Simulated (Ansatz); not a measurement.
**Co₅Si₁₂ (slab): density, localisation and related maps**

Input file:

```
crystal:
  lattice:
    - [3.7565103795, 0.0, 0.0]
    - [0.0, 3.7565103795, 0.0]
    - [0.0, 0.0, 28.2812698147]
  atoms:
    - { symbol: Si, position: [0.5, 0.0, 0.2651931844] }
    - { symbol: Si, position: [0.0, 0.5, 0.2651931844] }
    - { symbol: Co, position: [0.5, 0.5, 0.3121545475] }
    - { symbol: Si, position: [0.0, 0.5, 0.3591159106] }
    - { symbol: Si, position: [0.5, 0.0, 0.3591159106] }
    - { symbol: Co, position: [0.0, 0.0, 0.4060772737] }
    - { symbol: Si, position: [0.5, 0.0, 0.4530386369] }
    - { symbol: Si, position: [0.0, 0.5, 0.4530386369] }
    - { symbol: Co, position: [0.5, 0.5, 0.5] }
    - { symbol: Si, position: [0.0, 0.5, 0.5469613631] }
    - { symbol: Si, position: [0.5, 0.0, 0.5469613631] }
    - { symbol: Co, position: [0.0, 0.0, 0.5939227263] }
    - { symbol: Si, position: [0.5, 0.0, 0.6408840894] }
    - { symbol: Si, position: [0.0, 0.5, 0.6408840894] }
    - { symbol: Co, position: [0.5, 0.5, 0.6878454525] }
    - { symbol: Si, position: [0.0, 0.5, 0.7348068156] }
    - { symbol: Si, position: [0.5, 0.0, 0.7348068156] }
basis:
  ecutwfc: 420
kpoints:
  mp_grid: { grid: [9, 9, 1] }
hamiltonian:
  xc: pbesol
scf:
  occupations: { method: gaussian, width: 0.1 }
output:
  forces: true
  stress: true
  eigenvalues: true
  write_density: true
  write_potential: true
  elf: true
  volumetric_format: npy
efield:
  axis: 3
  dipole_correction: true
  ramp_width: 0.04
```

Launched as:

```sh
ansatz run input.yaml --threads 2 --pin off --max-ram 5120MiB --backend cpu --events-out ev --progress --plain --runs-dir out
```

Computed without spin polarisation.

The calculation used DFT PBEsol, scalar-relativistic, plane waves, PAW in Ansatz.

The density is the valence pseudo-density of a PAW calculation; it isn't the true density close to the nuclei.

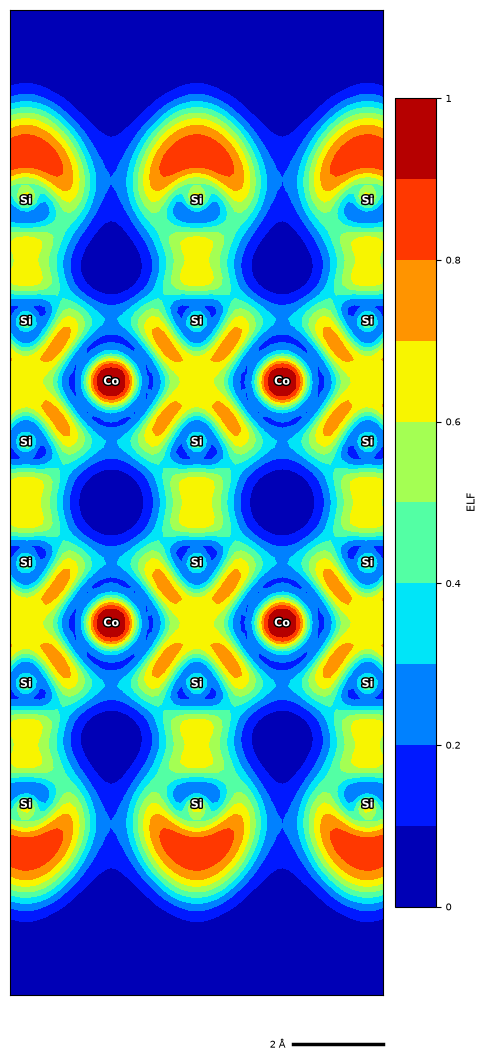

Figure 1. Electron localisation function on the (100) plane of the calculation cell, a cut from vacuum to vacuum.

Read the bonding off the picture.

- Atoms in the plane: Si and Co.
- Co–Si (2.30 Å): the ELF peaks at about 0.75 in the valence shell of Si, 0.9 Å from its nucleus, and is about 0.50 at the midpoint.
- The features right at Co lie inside the PAW spheres, where the map follows smoothed inner orbitals and isn't to be read closely.

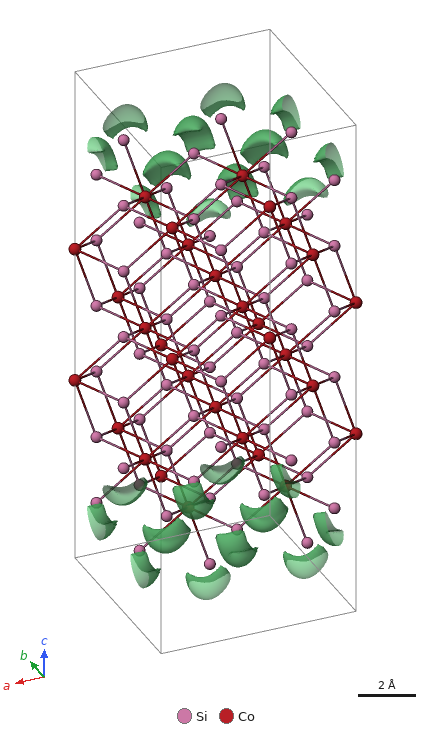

Figure 2. Isosurface of the electron localisation function at 0.8 (green), seen at an oblique angle. Only the valence region is drawn (cores and ρ < 0.01 e/Å³ removed). Sticks mark near contacts.

Identify the bonds, lone pairs and shells in this picture.

At this value the surface marks out four lobes on Si, pointing away from the bonds (lone pairs), counted in one cell of 17 atoms. Counts are for one cell; the picture repeats the cell along the surface.

Does the calculation make it a metal, or give it a gap?

It is metallic or semimetallic at this level of theory: no gap opens.
